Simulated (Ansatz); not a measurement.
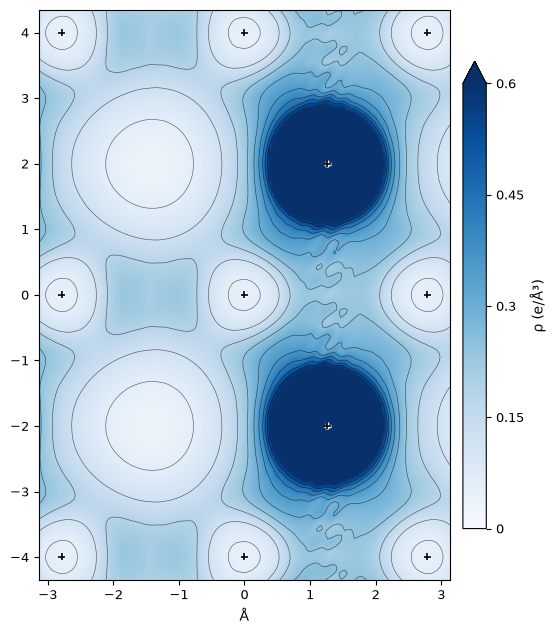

The valence pseudo-density on a plane through atoms (crosses mark nuclei in the plane).

Theory: Ansatz, DFT PBEsol, scalar-relativistic, plane waves, PAW.

Candidates:
A. HfO2, a = 4.83 Å, b = 4.83 Å, c = 3.21 Å, α = 90.00°, β = 90.00°, γ = 90.00°. Space group P4₂/mnm; a structure from a database of computed crystals, not necessarily the ambient phase; PAW files of the earlier set (soft_1).
B. Al2Cu, a = 5.57 Å, b = 5.73 Å, c = 5.57 Å, α = 90.00°, β = 90.00°, γ = 90.00°. Space group Fmm2; a point of a scan over the structure, not its minimum; a structure from a database of computed crystals, not necessarily the ambient phase; changed on purpose from its base cell (mode 4 frozen in at -0.072 Å, equal normal strain along x and y -0.0267); not relaxed (largest force 1.2 eV/Å); computed pressure about 7 GPa in this cell; computed without spin polarisation; PAW files of the earlier set (soft_1).

### Which candidate gave the map?

Candidate B: Al2Cu on the (11̄0) plane of the conventional cell, which holds Al and Cu. Al–Cu (2.36 Å): the density is about 0.39 e/Å³ at the midpoint. Al–Cu (2.51 Å): the density is about 0.31 e/Å³ at the midpoint.
